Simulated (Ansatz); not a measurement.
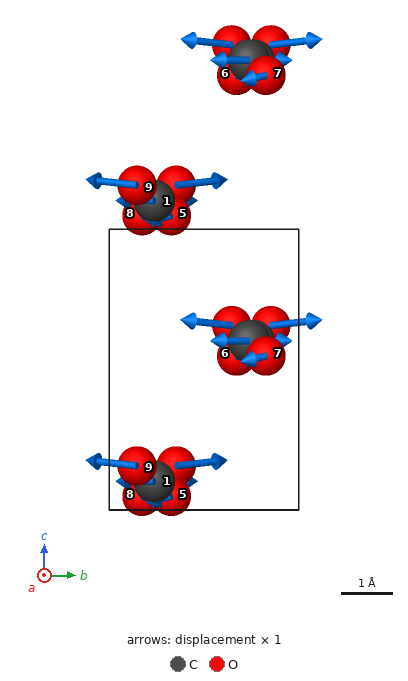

A relaxation of a crystal of CO2 (set up in Pna2_1) (coarse preliminary run). The starting structure is drawn; blue arrows show the displacements (the part carried along by the change of the cell is left out), at their true length.

A ball-and-stick model of the cell of the calculation, repeated 1 × 1 × 2 with one cell outlined, seen along the a axis.

Method: DFT PBEsol, scalar-relativistic, plane waves, PAW in Ansatz 0.2.0.

Input
```yaml
crystal:
  lattice:
    - [10.994667, 0.0, 0.0]
    - [0.0, 3.766817, 0.0]
    - [0.0, 0.0, 5.583264]
  atoms:
    - { symbol: C, position: [0.66376, 0.237282, 0.102277] }
    - { symbol: C, position: [0.33624, 0.762718, 0.602277] }
    - { symbol: C, position: [0.83624, 0.737282, 0.602277] }
    - { symbol: C, position: [0.16376, 0.262718, 0.102277] }
    - { symbol: O, position: [0.565421, 0.327711, 0.048622] }
    - { symbol: O, position: [0.434579, 0.672289, 0.548622] }
    - { symbol: O, position: [0.934579, 0.827711, 0.548622] }
    - { symbol: O, position: [0.065421, 0.172289, 0.048622] }
    - { symbol: O, position: [0.76255, 0.146742, 0.1571] }
    - { symbol: O, position: [0.23745, 0.853258, 0.6571] }
    - { symbol: O, position: [0.73745, 0.646742, 0.6571] }
    - { symbol: O, position: [0.26255, 0.353258, 0.1571] }
basis:
  ecutwfc: 420
kpoints:
  mp_grid: { grid: [2, 6, 4] }
hamiltonian:
  xc: pbesol
scf:
  occupations: { method: gaussian, width: 0.1 }
output:
  forces: true
  stress: true
  eigenvalues: true
relax:
  adjacent_minimum: "off"
  f_tol: 0.05
  max_steps: 80
  cell: { stress_tol: 0.5 }
```

Atoms of which element are displaced furthest, and by how much?

Oxygen: up to 1.19 Å, against 0.87 Å for carbon.

What did the optimiser do to the structure, and how much energy did it gain?

After 11 accepted moves (13 points after the start) the energy has fallen by 0.183 eV per cell of the calculation. Largest force component: 0.78 eV/Å at the start, 0.04 eV/Å at the end. The pressure goes from −1.64 to 0.05 GPa. The line search rejected the trial step at point 6 of the run. At 1 point the geometry stayed and the basis and grid were re-selected for the new cell (energy shift of 6.3 meV per cell of the calculation at most each time). The largest moves relative to the cell, 1.19 Å, are those of O9, O10, O11 and O12. O12 goes roughly along [−1 3 0]. Largest moves by element: O 1.19 Å, C 0.87 Å. The drawn cell changes as follows: a 10.995 → 11.067 Å (+0.7 %), b 3.767 → 3.733 Å (−0.9 %), c 5.583 → 5.557 Å (−0.5 %); the volume changes by −0.7 %. Near-neighbour distances that change, for instance: C1–O9 1.179 → 1.167 Å, C1–O5 1.173 → 1.167 Å. The space group stays Pna2_1 (No. 33).
